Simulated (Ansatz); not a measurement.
Ga₅N₆ (slab)

Input

```
crystal:
  lattice:
    - [3.1807290383, 0.0, 0.0]
    - [0.0, 3.1807290383, 0.0]
    - [0.0, 0.0, 26.2455753606]
  atoms:
    - { symbol: "N", position: [0.0, 0.5, 0.2857624532] }
    - { symbol: Ga, position: [0.5, 0.5, 0.3286099625] }
    - { symbol: "N", position: [0.5, 0.0, 0.3714574719] }
    - { symbol: Ga, position: [0.0, 0.0, 0.4143049813] }
    - { symbol: "N", position: [0.0, 0.5, 0.4571524906] }
    - { symbol: Ga, position: [0.5, 0.5, 0.5] }
    - { symbol: "N", position: [0.5, 0.0, 0.5428475094] }
    - { symbol: Ga, position: [0.0, 0.0, 0.5856950187] }
    - { symbol: "N", position: [0.0, 0.5, 0.6285425281] }
    - { symbol: Ga, position: [0.5, 0.5, 0.6713900375] }
    - { symbol: "N", position: [0.5, 0.0, 0.7142375468] }
basis:
  ecutwfc: 420
kpoints:
  mp_grid: { grid: [8, 8, 1] }
hamiltonian:
  xc: pbesol
scf:
  occupations: { method: gaussian, width: 0.05 }
output:
  forces: true
  eigenvalues: true
  write_density: true
  write_potential: true
  elf: true
  volumetric_format: npy
relax:
  adjacent_minimum: "off"
  f_tol: 0.02
  max_steps: 60
efield:
  axis: 3
  dipole_correction: true
  ramp_width: 0.04
```

Launched as:

```sh
ansatz run input.yaml --threads 1 --pin off --max-ram 2560MiB --backend cpu --events-out ev --progress --plain --runs-dir out
```

The fields are those of the relaxed geometry.

Computed without spin polarisation.

Method: DFT PBEsol, scalar-relativistic, plane waves, PAW in Ansatz 0.2.0.

Core electrons are frozen (PAW), and the valence fields are smoothed inside the atomic spheres.

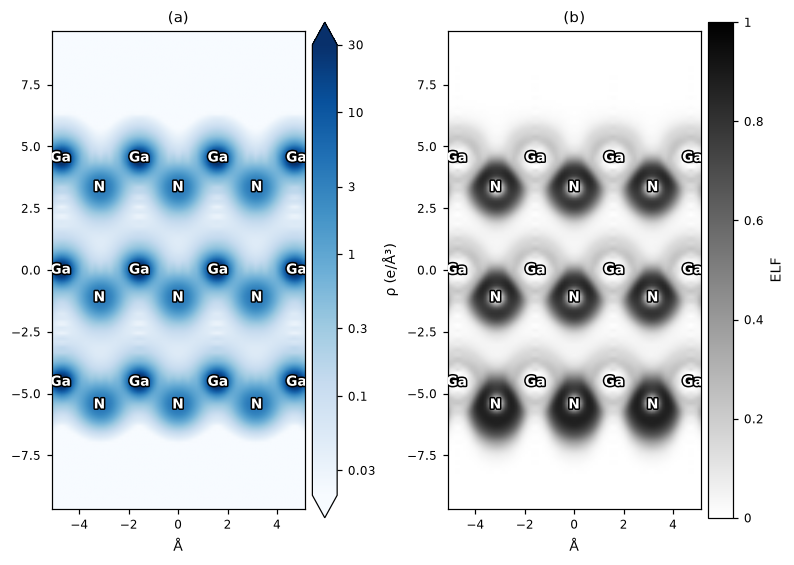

Figure 1. (a) valence charge density (pseudo); (b) electron localisation function on the (010) plane of the calculation cell, a cut from vacuum to vacuum.

### What does the map show?

Atoms in the plane: N and Ga.
Ga–N (1.84 Å): ρ is about 0.93 e/Å³ halfway; the ELF peaks at about 0.85 in the valence shell of N, 0.6 Å from its nucleus, and is about 0.50 at the midpoint.
Ga–N (1.95 Å): ρ is about 0.75 e/Å³ halfway; the ELF peaks at about 0.85 in the valence shell of N, 0.7 Å from its nucleus, and is about 0.50 at the midpoint.
Ga–N (1.99 Å): the density is about 0.67 e/Å³ at the midpoint; the ELF peaks at about 0.85 in the valence shell of N, 0.7 Å from its nucleus, and is about 0.45 at the midpoint.
The density dies away to nearly zero in the vacuum.
The ELF also peaks beside N, away from the bonds: lone-pair regions.

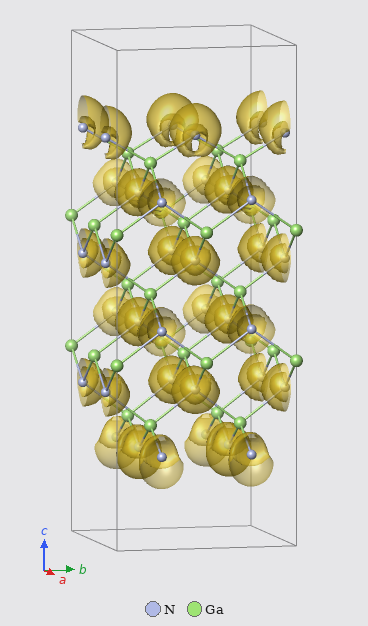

Figure 2. Isosurface of the ELF at 0.75 (yellow), seen slightly off an axis. Core shells and regions of very low density are left out. Sticks mark near contacts.

### Where are the electrons localised?

At this value the surface marks out two lobes on N, pointing away from the bonds (lone pairs) and four regions wrapped around N (the valence shell of each), counted in one cell of 11 atoms. Counts are for one cell; the picture repeats the cell along the surface. Profiles from the grid: Ga–N (1.93 Å): the ELF peaks at about 0.85 in the valence shell of N, 0.7 Å from its nucleus, and is about 0.50 at the midpoint.

### Does the calculation make it a metal, or give it a gap?

It is gapless in this calculation (a metal or semimetal).
